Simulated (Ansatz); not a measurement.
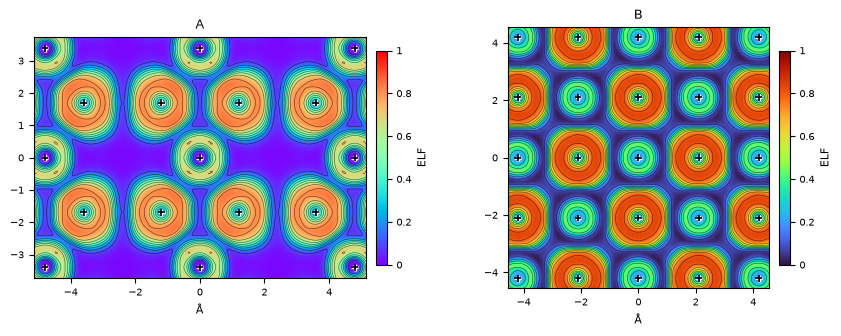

The electron localisation function of 2 systems, each on a plane through atoms (crosses mark nuclei in the plane).

Method: DFT, r2SCAN, plane waves, PAW in Ansatz 0.2.0.

System 1: TiO$_{2}$, the (110) plane of the conventional cell. Space group Fm-3m; started from the fluorite prototype, which need not be the ambient phase; computed without spin polarisation.

System 2: MgO, the (100) plane of the conventional cell. Space group Fm-3m; started from the measured structure prototype, which need not be the ambient phase.

```xyz
8
Lattice="4.2043 0.0000 0.0000 0.0000 4.2043 0.0000 0.0000 0.0000 4.2043" Properties=species:S:1:pos:R:3 pbc="T T T"
Mg    0.0000    0.0000    0.0000
Mg    2.1022    2.1022    0.0000
Mg    2.1022    0.0000    2.1022
Mg    0.0000    2.1022    2.1022
O     2.1022    0.0000    0.0000
O     0.0000    2.1022    0.0000
O     0.0000    0.0000    2.1022
O     2.1022    2.1022    2.1022
```

**Which map belongs to which system?**

Panel A is system 1, TiO$_{2}$: the plane holds Ti and O. Ti–O (2.08 Å): the ELF peaks at about 0.85 in the valence shell of O, 0.6 Å from its nucleus, and is about 0.20 at the midpoint; no shared electron pair shows on this line. Panel B is system 2, MgO: the plane holds Mg and O. Mg–O (2.10 Å): the ELF peaks at about 0.85 in the valence shell of O, 0.6 Å from its nucleus, and is about 0.35 at the midpoint; a closed-shell, largely ionic contact.
